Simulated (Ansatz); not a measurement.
## What a change does: band-structure calculation on SiO2

System: SiO2 (6 atoms in the cell).
Method of run A: DFT, r2SCAN, plane waves, PAW, no spin polarisation (Ansatz 0.2.0).

The structure was built on a prototype by a generator. The geometry comes from this level: r2SCAN (a point of a series of strains). Text and figures count atoms from 1; the logs count them from 0 in places.

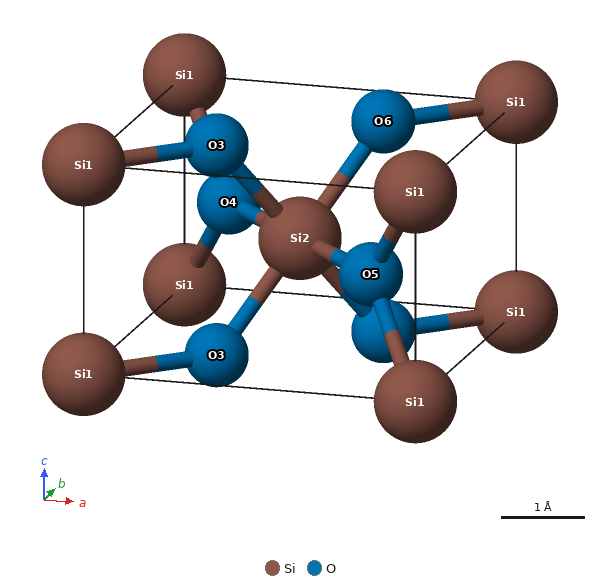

**Figure 1.** The structure as given in the input (ball-and-stick view of the cell of the calculation, seen slightly off an axis; atoms are numbered from 1 in the order of the input). An atom can appear more than once, as a periodic image.

**The input, run A**
```yaml
crystal:
  lattice:
    - [4.2270406866, 0.0, 0.0]
    - [0.0, 4.2270406866, 0.0]
    - [0.0, 0.0, 2.6554956915]
  atoms:
    - { symbol: Si, position: [0.0, 0.0, 0.0] }
    - { symbol: Si, position: [0.5, 0.5, 0.5] }
    - { symbol: O, position: [0.3072470246, 0.3072470246, 0.0] }
    - { symbol: O, position: [0.1927529754, 0.8072470246, 0.5] }
    - { symbol: O, position: [0.8072470246, 0.1927529754, 0.5] }
    - { symbol: O, position: [0.6927529754, 0.6927529754, 0.0] }
kpoints:
  mp_grid: { grid: [6, 6, 10] }
  band_path:
    path:
      - [0.0, 0.0, 0.0]
      - [0.0, 0.5, 0.0]
      - [0.5, 0.5, 0.0]
      - [0.0, 0.0, 0.5]
      - [0.0, 0.5, 0.5]
      - [0.5, 0.5, 0.5]
    npoints: 1
hamiltonian:
  xc: r2scan
scf:
  occupations: { method: fixed }
  n_extra_bands: 5
output:
  forces: true
  stress: true
  eigenvalues: true
```

Launched with:
```bash
ansatz run input.yaml --threads 2 --pin off --max-ram 20275MiB --backend cpu --events-out ev --progress --plain --runs-dir out
```

Hardware: 2 threads of AMD EPYC (Zen 3), 288 GiB of memory available, shared host.

**Output, shortened to warnings, some set-up lines, iterations and results (run A)**
```
Basis set: ecut = 500 eV, 1185 PW (Γ), exchange–correlation on 128×128×80 points (64 copies of the dense FFT grid, shifted against one another)
Symmetry: 16 space group operations
k-points: 60 of 360
Initial density: superposition of atomic densities (neutral atoms: chi_scale 0, normalization atom), corrected by the library's trained network
[...]
SCF iter   1: F=—  HF=-3559.031952 eV  |F-HF|=—  |Δ(HF+E_count)|=         —  Δρ=1.15e-2  dr2=5.78e-2  dr2_τ=5.08e-1  ethr=1.77e-3  ⟨swp⟩=5.0  Hψ=5906  notcnv=0  defer=180
SCF iter   2: F=—  HF=-3559.320639 eV  |F-HF|=—  |Δ(HF+E_count)|=   2.89e-1  Δρ=6.37e-3  dr2=7.32e-3  dr2_τ=1.51e-3  ethr=1.81e-4  ⟨swp⟩=3.0  Hψ=2941  notcnv=0  defer=180
SCF iter   3: F=—  HF=-3559.321485 eV  |F-HF|=—  |Δ(HF+E_count)|=   8.47e-4  Δρ=1.86e-3  dr2=6.54e-4  dr2_τ=1.10e-4  ethr=2.29e-5  ⟨swp⟩=3.0  Hψ=2160  notcnv=0  defer=180
SCF iter   4: F=—  HF=-3559.321539 eV  |F-HF|=—  |Δ(HF+E_count)|=   5.35e-5  Δρ=2.24e-4  dr2=1.38e-5  dr2_τ=1.59e-6  ethr=2.05e-6  ⟨swp⟩=2.0  Hψ=2051  notcnv=0  defer=180
SCF iter   5: F=—  HF=-3559.321538 eV  |F-HF|=—  |Δ(HF+E_count)|=   1.21e-6  Δρ=8.36e-5  dr2=2.70e-6  dr2_τ=1.51e-7  ethr=4.32e-8  ⟨swp⟩=2.0  Hψ=2022  notcnv=0  defer=120
SCF iter   6: F=—  HF=-3559.321538 eV  |F-HF|=—  |Δ(HF+E_count)|=   1.32e-7  Δρ=2.23e-5  dr2=1.81e-7  dr2_τ=5.03e-9  ethr=8.44e-9  ⟨swp⟩=2.7  Hψ=2286  notcnv=0  defer=120
SCF iter   7: F=-3559.321538 eV  HF=-3559.321538 eV  |F-HF|=1.91e-10  |Δ(HF+E_count)|=   1.58e-8  Δρ=1.62e-6  dr2=8.80e-10  dr2_τ=6.62e-11  ethr=3.13e-10  ⟨swp⟩=11.4  Hψ=6822 …
SCF 1 converged in 7 iterations: F = -3559.321538 eV  dr2 = 8.80e-10
NSCF: frozen V_eff on 6 k-points
SCF converged after 7 iterations
Free energy (F): -3559.321538 eV
Harris-Foulkes:  -3559.321538 eV  (|F-HF|=1.91e-10)
Internal energy: -3559.321538 eV  (E = F + TS)
E sigma→0 (E₀):  -3559.321538 eV
Fermi energy:    9.835298 eV
--- Per-component energies (eV) ---
  E_band       = 36.142353
  E_kinetic    = 818.241537
  E_local      = -1238.748493  (includes V_loc(G=0)·N_el)
  E_nonlocal   = 231.404609
  E_hartree    = 442.236945
  E_xc         = -403.538215
  E_vxc        = -533.074448  (∫ρ·V_xc dr)
  E_paw        = -1682.768425  (= ΣΔE_a)
  E_vpaw       = -158.088405  (= ΣTr[D̂ρ^β])
  E_aug_tail   = 0.003763  (compensation charges beyond the density's cutoff)
  E_vtau       = 31.930796  (kinetic-family band-sum trace: ∫τ·v_τ [+ j·A + Jᵃ·Aᵃ] dr)
  E_ewald      = -1725.872629
  E_core_change = -0.280630  (= ΣΔE_core)
  E_smearing   = -0.000000  (= −TS)
  E_closure    = 0.000000  (closes the sum)
  Σ components = -3559.321538   (vs F -3559.321538, Δ=0.00e0)
--- Forces (eV/Å), atoms counted from 1 ---
  atom   1  Si    -0.00000000    -0.00000000     0.00000000
  atom   2  Si    -0.00000000     0.00000000     0.00000000
  atom   3  O     -0.00017663    -0.00017663     0.00000000
  atom   4  O      0.00017663    -0.00017663     0.00000000
  atom   5  O     -0.00017663     0.00017663     0.00000000
  atom   6  O      0.00017663     0.00017663     0.00000000
  max |Σ_I F_I| component: 3.47e-18 eV/Å
--- Stress (GPa, compression-positive) ---
       -5.155797       0.000000       0.000000
        0.000000      -5.155797       0.000000
        0.000000       0.000000       0.046499
  P = ⅓ Tr σ = -3.4217 GPa (-34.217 kbar)
```

The input of run B differs as follows (lines with − go, lines with + come):
```diff
-  xc: r2scan
+  xc: pbe
-  occupations: { method: fixed }
+  occupations: { method: fermi_dirac, width: 0.02 }
```

How does run B compare with run A?

The total energies belong to different methods, so their difference says nothing on which is more stable or more accurate. The gap on the mesh goes from 6.35 to 5.40 eV. The pressure goes from −3.42 to 6.13 GPa. The largest force goes from 0.000 to 0.102 eV/Å. The functional changes from r2SCAN to PBE. The SCF takes 6 iterations against 7. The default cutoff goes from 500 to 420 eV with the change. The plane waves at Γ go from 1185 to 917.

**Output, shortened to warnings, some set-up lines, iterations and results (run B)**
```
Basis set: ecut = 420 eV, 917 PW (Γ), exchange–correlation on 60×60×36 points (8 copies of the dense FFT grid, shifted against one another)
Symmetry: 16 space group operations
k-points: 60 of 360
Initial density: superposition of atomic densities (neutral atoms: chi_scale 0, normalization atom), corrected by the library's trained network
[...]
SCF iter   1: F=—  HF=-3546.995610 eV  |F-HF|=—  |Δ(HF+E_count)|=         —  Δρ=3.02e-3  dr2=1.48e-3  ethr=1.77e-3  ⟨swp⟩=6.8  Hψ=7110  notcnv=0
SCF iter   2: F=—  HF=-3546.996361 eV  |F-HF|=—  |Δ(HF+E_count)|=   7.51e-4  Δρ=1.51e-3  dr2=3.53e-4  ethr=4.62e-6  ⟨swp⟩=2.1  Hψ=2886  notcnv=0  defer=48
SCF iter   3: F=—  HF=-3546.996463 eV  |F-HF|=—  |Δ(HF+E_count)|=   1.01e-4  Δρ=6.51e-4  dr2=5.67e-5  ethr=1.10e-6  ⟨swp⟩=2.0  Hψ=1921  notcnv=0  defer=48
SCF iter   4: F=—  HF=-3546.996432 eV  |F-HF|=—  |Δ(HF+E_count)|=   3.10e-5  Δρ=9.54e-5  dr2=2.78e-6  ethr=1.77e-7  ⟨swp⟩=2.0  Hψ=2121  notcnv=0  defer=48
SCF iter   5: F=—  HF=-3546.996432 eV  |F-HF|=—  |Δ(HF+E_count)|=   1.42e-7  Δρ=2.72e-5  dr2=2.41e-7  ethr=8.68e-9  ⟨swp⟩=2.1  Hψ=2080  notcnv=0  defer=48
SCF iter   6: F=-3546.996432 eV  HF=-3546.996432 eV  |F-HF|=1.26e-8  |Δ(HF+E_count)|=   4.66e-8  Δρ=8.18e-6  dr2=2.00e-8  ethr=3.13e-10  ⟨swp⟩=7.8  Hψ=5371  notcnv=0
SCF 1 converged in 6 iterations: F = -3546.996432 eV  dr2 = 2.00e-8
NSCF: frozen V_eff on 6 k-points
SCF converged after 6 iterations
Free energy (F): -3546.996432 eV
Harris-Foulkes:  -3546.996432 eV  (|F-HF|=1.26e-8)
Internal energy: -3546.996432 eV  (E = F + TS)
E sigma→0 (E₀):  -3546.996432 eV
Fermi energy:    12.945169 eV
--- Per-component energies (eV) ---
  E_band       = 58.704205
  E_kinetic    = 813.750065
  E_local      = -1235.943435  (includes V_loc(G=0)·N_el)
  E_nonlocal   = 236.309760
  E_hartree    = 438.278109
  E_xc         = -411.863448
  E_vxc        = -479.501964  (∫ρ·V_xc dr)
  E_paw        = -1661.665087  (= ΣΔE_a)
  E_vpaw       = -152.480629  (= ΣTr[D̂ρ^β])
  E_aug_tail   = 0.010234  (compensation charges beyond the density's cutoff)
  E_ewald      = -1725.872629
  E_smearing   = -0.000000  (= −TS)
  E_closure    = 0.000000  (closes the sum)
  Σ components = -3546.996432   (vs F -3546.996432, Δ=0.00e0)
--- Forces (eV/Å), atoms counted from 1 ---
  atom   1  Si    -0.00000000    -0.00000000     0.00000000
  atom   2  Si    -0.00000000     0.00000000     0.00000000
  atom   3  O     -0.07197887    -0.07197887     0.00000000
  atom   4  O      0.07197887    -0.07197887     0.00000000
  atom   5  O     -0.07197887     0.07197887     0.00000000
  atom   6  O      0.07197887     0.07197887     0.00000000
  max |Σ_I F_I| component: 6.94e-17 eV/Å
--- Stress (GPa, compression-positive) ---
        4.065974       0.000000       0.000000
        0.000000       4.065974       0.000000
        0.000000       0.000000      10.250836
  P = ⅓ Tr σ = 6.1276 GPa (61.276 kbar)
```

**The two runs side by side**

```csv
quantity,run A,run B
outcome,converged,converged
free energy per atom (eV),−593.2203,−591.1661
gap on the mesh (eV),6.35,5.40
pressure (GPa),−3.42,6.13
largest force (eV/Å),0.000,0.102
SCF iterations,7,6
irreducible k-points,60,60
plane waves at Γ,1185,917
wall time (shared host),3.1 s,1.4 s
```
